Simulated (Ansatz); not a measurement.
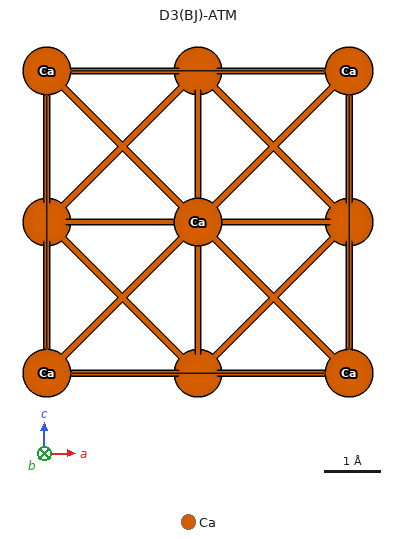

Solid Ca (set up in Fm-3m), relaxed (cell and atoms) with several dispersion corrections. The picture shows the result with D3(BJ)-ATM. A ball-and-stick model of the conventional cell (4 times the calculation's cell), seen along the b axis. Lengths and directions refer to the drawn axes.

Computed with Ansatz 0.2.0: PBE, Ansatz PAW. Settings: plane-wave cutoff 420 eV; k-point mesh 8 × 8 × 8; occupations fermi-dirac; smearing width 0.05 eV; no spin polarisation; cell and atoms relaxed; force threshold 0.01 eV/Å.

```csv
dispersion correction,volume (Å³/atom),a (Å)
none,?,?
D3(BJ)-ATM,40.258,5.440
D3(BJ),40.116,5.434
D4,41.843,5.511
```

Estimate the missing row from the others, and compare with the calculation.

With none the volume is the largest of the series, above D4 (41.843). The calculation gives 42.131 Å³/atom (a = 5.524 Å). In order of volume: D3(BJ) < D3(BJ)-ATM < D4 < none; the spread is 5.0 %.

Each member starts from this one structure; whether another phase lies lower wasn't checked.
